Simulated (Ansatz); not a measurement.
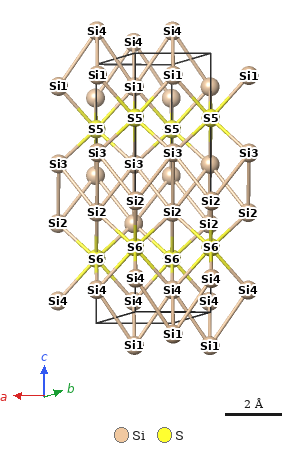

Starting structure of a crystal of Si2S (a generated structure, set up in P6_3/mmc) (coarse preliminary run). Style: ball-and-stick. Shown: the cell of the calculation, from a free direction.

Case: Hf → Si on all its sites, cell and atoms relaxed.

The calculation used DFT r2SCAN, scalar-relativistic, plane waves, PAW in Ansatz.

Input file:
```yaml
crystal:
  lattice:
    - [2.7105689967, 0.0, 0.0]
    - [-1.3552844984, 2.3474216099, 0.0]
    - [0.0, 0.0, 9.4115990142]
  atoms:
    - { symbol: Si, position: [0.6666666667, 0.3333333333, 0.8997311427] }
    - { symbol: Si, position: [0.3333333333, 0.6666666667, 0.3997311427] }
    - { symbol: Si, position: [0.6666666667, 0.3333333333, 0.6002688573] }
    - { symbol: Si, position: [0.3333333333, 0.6666666667, 0.1002688573] }
    - { symbol: S, position: [0.0, 0.0, 0.75] }
    - { symbol: S, position: [0.0, 0.0, 0.25] }
basis:
  ecutwfc: 500
kpoints:
  mp_grid: { grid: [12, 12, 2] }
hamiltonian:
  xc: r2scan
scf:
  occupations: { method: gaussian, width: 0.1 }
output:
  forces: true
  stress: true
  eigenvalues: true
relax:
  adjacent_minimum: "off"
  f_tol: 0.05
  max_steps: 60
  cell: { stress_tol: 0.5 }
```

Command:
```bash
ansatz run input.yaml --threads 1 --pin off --max-ram 2560MiB --backend cpu --events-out ev --progress --plain --runs-dir out
```

Predict the outcome.

Answer. Over 7 accepted moves (8 points after the start) the energy falls by 1456 meV per atom. Largest force component: 6 eV/Å at the start, 0.011 eV/Å at the end. Pressure: 96.02 GPa at the start and 0.09 GPa at the end. The SCF was repeated once at an unchanged geometry on a basis and grid sized afresh for the cell, which shifted the energy by 6.1 meV per atom at most. The largest moves relative to the cell, 0.28 Å, are those of Si1, Si2, Si3 and Si4. Si2 goes along +c. S stays in place. The drawn cell changes as follows: a = b 2.711 → 3.444 Å (+27.0 %), c 9.412 → 9.489 Å (+0.8 %); the volume changes by +62.7 %. Some distances before and after: Si1–Si1 2.711 → 3.444 Å, S5–S5 2.711 → 3.444 Å, Si1–Si3 2.818 → 3.411 Å, Si1–S5 2.106 → 2.620 Å. Bond angles that change, for instance: Si3–Si2–Si3 67.1° → 92.0°, Si3–Si2–S6 106.1° → 92.7°, Si2–S6–Si4 84.0° → 81.3°. The space group stays P6_3/mmc (No. 194). Cost: 45 s on 1 thread of Oxide Virtual Turin-like Processor (Zen 5) (shared host), peak memory 0.67 GiB.

After the run, drawn alike:

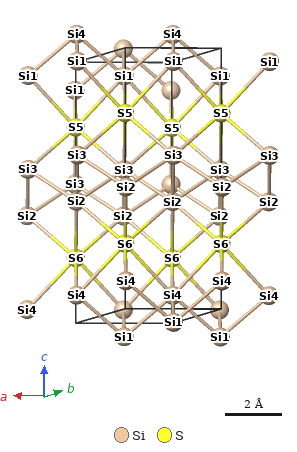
